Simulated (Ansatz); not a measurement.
HfO2

```cif
data_structure
_symmetry_space_group_name_H-M 'P 1'
_symmetry_Int_Tables_number 1
_cell_length_a 3.5714
_cell_length_b 3.6584
_cell_length_c 5.2597
_cell_angle_alpha 90.000
_cell_angle_beta 90.000
_cell_angle_gamma 90.000
_cell_volume 68.72
loop_
_atom_site_label
_atom_site_type_symbol
_atom_site_fract_x
_atom_site_fract_y
_atom_site_fract_z
_atom_site_occupancy
Hf1 Hf 0.00000 0.00000 0.75223 1
Hf2 Hf 0.50000 0.50000 0.24777 1
O1 O 0.00000 0.50000 0.94198 1
O2 O 0.50000 0.00000 0.05802 1
O3 O 0.50000 0.00000 0.55653 1
O4 O 0.00000 0.50000 0.44347 1
```

Space group Pmmn; a structure from a database of computed crystals, not necessarily the ambient phase; changed on purpose from its base cell (uniaxial strain along a, b, c and atoms relaxed: +1.5 %).

The calculation used DFT PBE, scalar-relativistic, plane waves, PAW in Ansatz.

The density is the valence pseudo-density of a PAW calculation; it isn't the true density close to the nuclei.

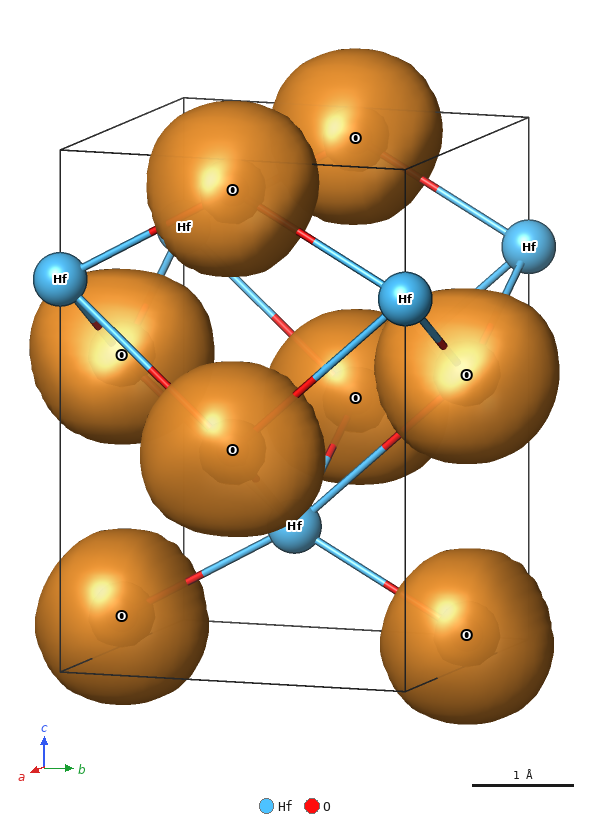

Figure 1. Isosurface of the electron localisation function at 0.65 (orange), seen slightly off an axis. Core shells and regions of very low density are left out. Sticks mark near contacts.

What do the ELF domains correspond to?

Answer. The ELF exceeds this value in four regions wrapped around O (the valence shell of each), counted in one cell of 6 atoms. Regions shared between cells count once. Along the contacts the grid gives the following. Hf–O (2.06 Å): the ELF peaks at about 0.85 in the valence shell of O, 0.6 Å from its nucleus, and drops to about 0.20 between the two atoms: no localised pair shows between them.

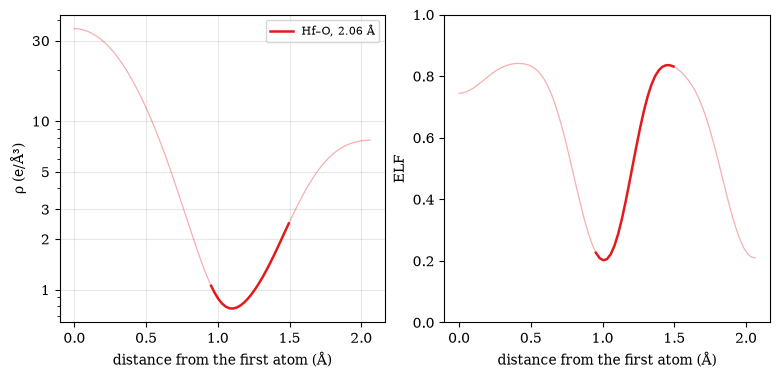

Figure 2. Valence pseudo-density and electron localisation function along straight lines between neighbouring atoms. Thin, pale parts lie inside the atomic spheres.

What can be read from the curves?

Answer. Hf–O (2.06 Å): ρ at the midpoint is about 0.83 e/Å³; the ELF peaks at about 0.85 in the valence shell of O, 0.6 Å from its nucleus, and drops to about 0.20 between the two atoms; no shared electron pair shows on this line.

Does the calculation give a band gap?

Answer. It is gapped, with a Kohn–Sham gap of 4.6 eV on the k-point mesh, an upper bound to the gap of this method.
